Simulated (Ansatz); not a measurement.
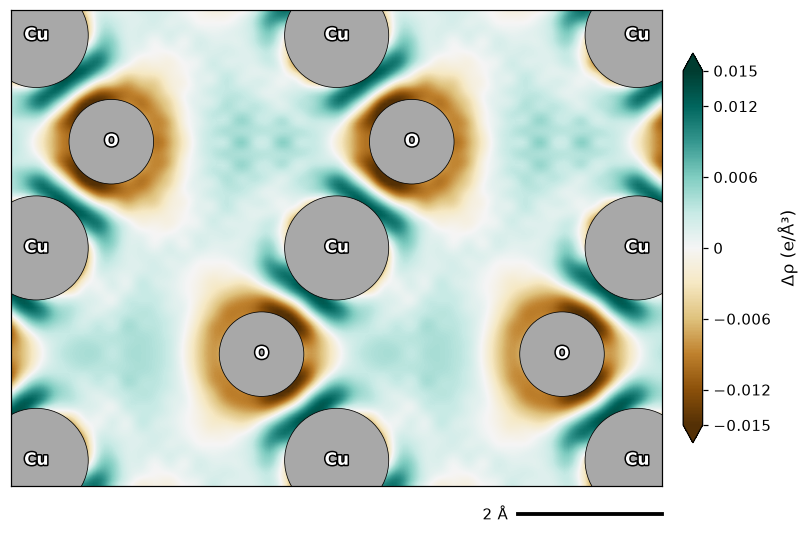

Cu2O. Difference of the valence pseudo-densities of two functionals at the same geometry, on the (011) plane of the calculation cell: one of RPBE and r2SCAN less the other.

Both computed with Ansatz (plane waves, PAW), on the same k-point mesh. Grey discs cover the atomic cores.

Q: Which was subtracted from which, and what does the map show?

A: It is RPBE less r2SCAN. Against r2SCAN, RPBE gives less density around O (−0.009 e/Å³ on average at 0.7 Å from the nucleus) and a change of +0.004 e/Å³ at the midpoint of Cu–O.
